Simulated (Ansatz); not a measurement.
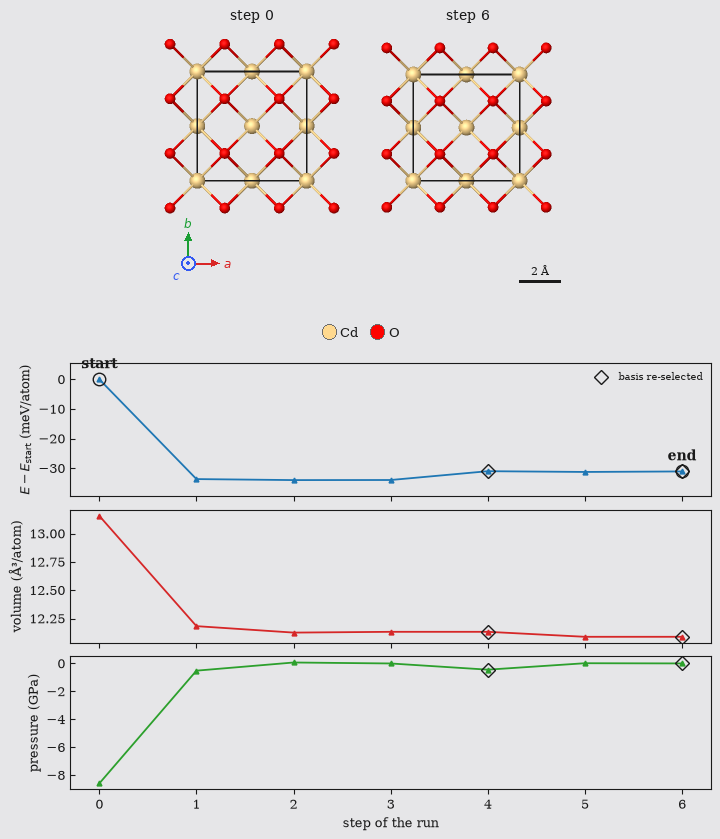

First and last geometry of a relaxation of solid CdO2 (built on the CaF2-225 type type), with the history of the run. Style: ball-and-stick. Shown: the conventional cell (4 times the calculation's cell), along the c axis. Lengths and directions refer to the drawn axes.

Computed with DFT, PBEsol, plane waves, PAW in Ansatz 0.2.0. Set-up: plane-wave cutoff 420 eV; k-point mesh 6 × 6 × 6; occupations fermi dirac; smearing width 0.03 eV; no spin polarisation; cell and atoms relaxed; force threshold 0.01 eV/Å; at most 120 steps.

### What do the curves and the structures tell?

It converged. No atom moves by more than 0.005 Å relative to the cell. The volume changes by −8.1 %, with a = b = c 5.405 → 5.254 Å (−2.8 %). Near-neighbour distances that change, for instance: Cd–O 2.340 → 2.275 Å. The space group stays Fm-3m (No. 225). The energy falls by 31.1 meV per atom in 4 accepted moves (6 points after the start). All forces vanish by symmetry, so only the cell relaxes. Pressure: −8.59 GPa at the start and 0.01 GPa at the end. The SCF was repeated twice at an unchanged geometry on a basis and grid sized afresh for the cell, which shifted the energy by 3.0 meV per atom at most.
